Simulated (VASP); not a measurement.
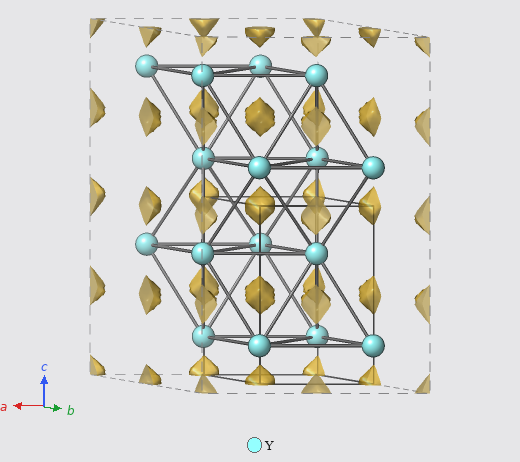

The yellow surface encloses the points that the centre of a probe sphere of radius 0.40 Å can occupy in Y in space group P6_3/mmc, computed on a grid of about 0.15 Å (2×2×2 cells shown, view from a free direction; pale faces close the region where the box cuts it).

The atoms' radii are touching radii (half the shortest distance): Y 1.78 Å.

The cell is taken from an entry of the Crystallography Open Database, as set up for an electronic-structure calculation.

```cif
data_structure
_symmetry_space_group_name_H-M 'P6_3/mmc'
_symmetry_Int_Tables_number 194
_cell_length_a 3.6474
_cell_length_b 3.6474
_cell_length_c 5.7306
_cell_angle_alpha 90.000
_cell_angle_beta 90.000
_cell_angle_gamma 120.000
_cell_volume 66.02
loop_
_atom_site_label
_atom_site_type_symbol
_atom_site_symmetry_multiplicity
_atom_site_Wyckoff_symbol
_atom_site_fract_x
_atom_site_fract_y
_atom_site_fract_z
_atom_site_occupancy
Y1 Y 2 c 0.66667 0.33333 0.75000 1
```

Q: Do these regions connect?

A: They are isolated pockets that do not connect across cells.

Q: What share of the cell can the probe's centre reach?

A: About 1.5 % of the volume (0.98 Å³ of 66.0 Å³).

Q: Give the largest included and the largest free sphere.

A: The largest sphere that fits anywhere has a diameter of 1.54 Å; the largest that can travel through the crystal, about 0.7 Å.

Q: How does the connectivity change as the probe shrinks?

A: Below a radius of about 0.33 Å the space forms one-dimensional channels along [001]. Below a radius of about 0.29 Å the space forms a three-dimensional network. These are grid estimates, good to about 0.05 Å.
